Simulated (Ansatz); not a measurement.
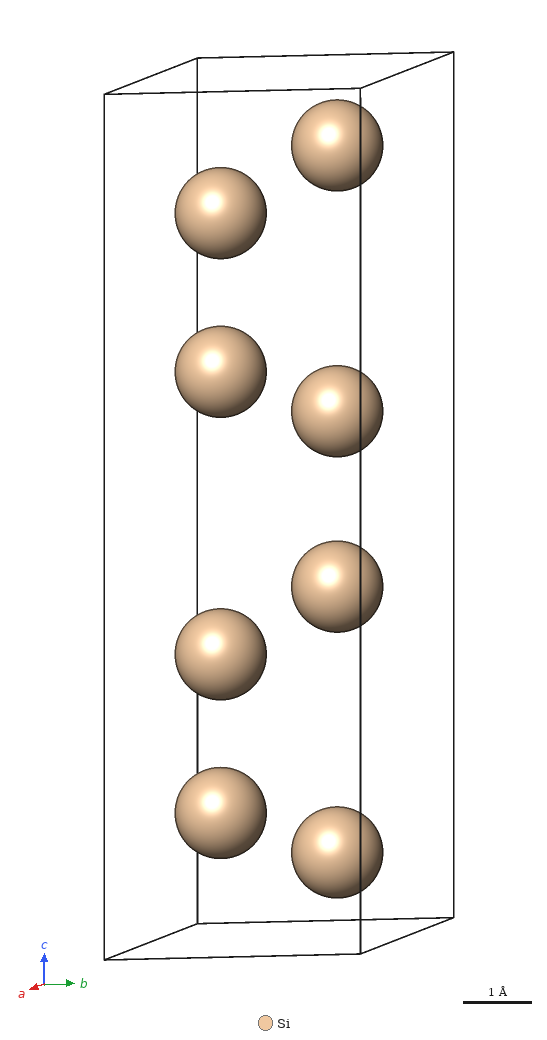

We look at a spheres-only model of the crystal slightly off an axis. Thin lines show the conventional unit cell, with boundary atoms drawn in all their periodic places.

Si, space group P-6m2 (No. 187), a = 3.83 Å, b = 3.83 Å, c = 12.93 Å, α = 90.00°, β = 90.00°, γ = 120.00°.

Computed with DFT r2SCAN, scalar-relativistic, plane waves, PAW (Ansatz 0.2.0). Settings: plane waves up to 500 eV, k-points about 0.24 Å⁻¹ apart, Gaussian smearing of 0.05 eV, no spin polarisation.

### What does the calculation say: metal or gapped?

A semiconductor at this level, with a gap of 0.73 eV on the k-mesh (the true edges may lie between mesh points, so the gap can be somewhat smaller).

### Under what pressure is the structure?

The computed pressure is -1.3 GPa (stretched: it would shrink). The stress isn't hydrostatic: its largest component is 3.9 GPa.

Its origin is a structure listed in the Materials Project. The cell was then strained or its atoms displaced on purpose. It was run through Ansatz as a DFT input.

At this level of theory the run's own cell isn't at rest (forces up to 1.2 eV/Å), so its distances can differ from those at equilibrium, the more so the softer the solid.
